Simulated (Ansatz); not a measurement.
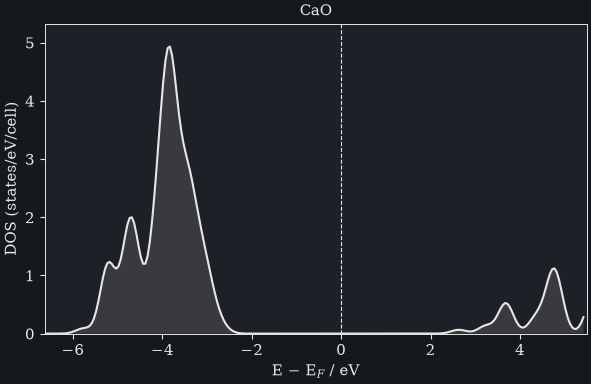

Density of states. Energies are counted from the Fermi level, put mid-gap where there is a gap. The curve is built from the levels of the k mesh with Gaussians 0.4 eV wide, which also blur the band edges.

Structure: CaO, space group Fm-3m (No. 225), 2 atoms in the cell, rocksalt type, hydrostatic strain −4.0%; a = 3.26 Å, b = 3.26 Å, c = 3.26 Å, α = 60.00°, β = 60.00°, γ = 60.00°.

Method: DFT, HSE06, plane waves, PAW, no spin polarisation, 6×6×6 k mesh, 420 eV cutoff (Ansatz).

Q: Is there a gap at the Fermi level, and how wide?

A: There is a gap; over the k points computed it is 5.26 eV (indirect; the smallest direct gap is 5.63 eV).

Q: Where is the tallest peak of the filled states in the window?

A: Within the window shown, the tallest peak of the filled states lies 1.2 eV under the valence-band top, at about 4.9 states per eV and cell.

The cell is at 19 GPa in this functional.
